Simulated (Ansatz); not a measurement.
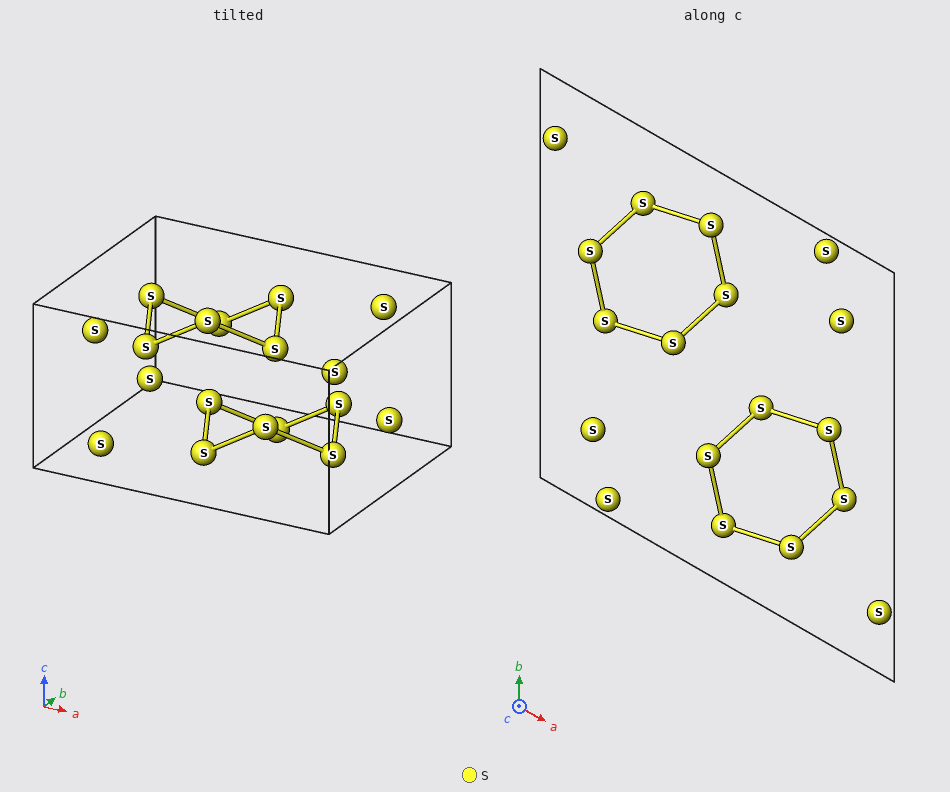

The image is a ball-and-stick drawing of a crystal, viewed slightly off an axis and along the c axis. The outline marks the conventional unit cell.

S, space group R-3 (No. 148), a = 10.722 Å, b = 10.722 Å, c = 4.185 Å, α = 90.00°, β = 90.00°, γ = 120.00°. The structure was taken from a structure listed in the Materials Project. Earlier steps of the study may have refined or changed the cell and positions. It was the input of a calculation with Ansatz.

This one geometry was computed with Ansatz (DFT, plane waves, PAW) at three levels of theory: HSE06, r2SCAN and PBE.

> Which level gives the highest pressure at this volume, and what does that say about its equilibrium volume?

Highest: PBE (2.4 GPa), which points to the largest equilibrium volume. Lowest, with the smallest volume: HSE06 (0.2 GPa) and r2SCAN (0.7 GPa). Levels within 0.5 GPa of each other can't be told apart.

> How does the band gap change with the level of theory?

PBE: a gap of 1.84 eV, indirect; r2SCAN: a gap of 2.13 eV, indirect; HSE06: a gap of 2.93 eV, indirect.

> Collect the results in a table.

| level | cutoff (eV) | k-mesh of the run's cell | gap (eV) | pressure (GPa) |
| --- | --- | --- | --- | --- |
| HSE06 | 420 | 4×4×4 | 2.93 | 0.2 |
| r2SCAN | 500 | 6×6×6 | 2.13 | 0.7 |
| PBE | 420 | 6×6×6 | 1.84 | 2.4 |

Gaps are taken on the k-mesh or band path of each run.
